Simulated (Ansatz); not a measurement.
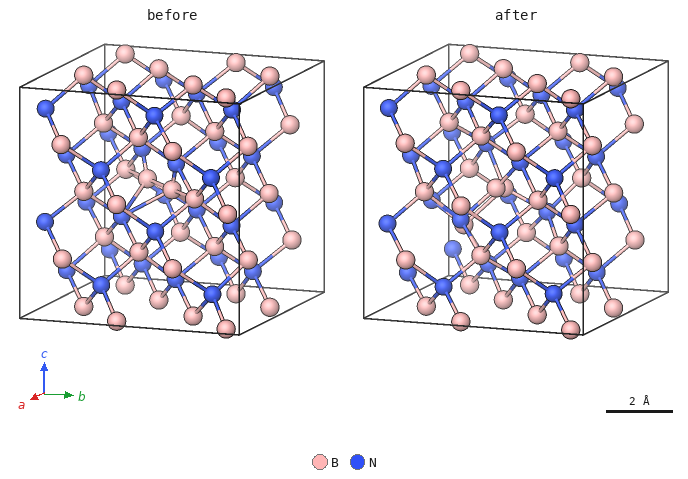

The structure of a defect cell of composition B$_{33}$N$_{32}$ (cell charge −1) before (left) and after (right) a relaxation, at one scale.

The picture is a ball-and-stick view of the cell of the calculation (origin shifted), seen from a free direction.

The atoms of the start lie slightly off their symmetric places, so part of the fall in energy undoes that.

These are results of Ansatz, DFT, PBEsol, PAW, plane waves, not measurements. (plane-wave cutoff 420 eV; k-point mesh 1 × 1 × 1; mesh shifted by (0.25, 0.25, 0.25); no spin polarisation; atoms relaxed in a fixed cell; force threshold 0.03 eV/Å; at most 80 steps)

**Summarise the run.**

After 22 geometry steps the energy has fallen by 26.852 eV per cell of the calculation. The largest force component goes from 69 to 0.024 eV/Å. The largest move is that of a B atom, 0.64 Å along −b. By element the largest moves are B 0.64 Å, N 0.33 Å. The cell doesn't change. Some distances before and after: B–B 3.085 → 2.222 Å, B–N 1.570 → 2.284 Å, B–N 0.957 → 1.507 Å, B–B 1.660 → 2.200 Å. New bonds form, among them: B–B (2.22 → 1.69 Å). Bonds break, among them: B–B (1.66 → 2.20 Å), B–N (1.57 → 2.28 Å). Among the angles between lasting bonds that change: B–B–N 58.0° → 100.5°, B–N–B 135.1° → 92.8°, B–B–N 59.3° → 96.0°.

Limits of the set-up: the periodic images lie only 7.2 Å apart, so the values are limited by the cell's size; the cell is charged, on a uniform background, and energies carry no finite-size correction.
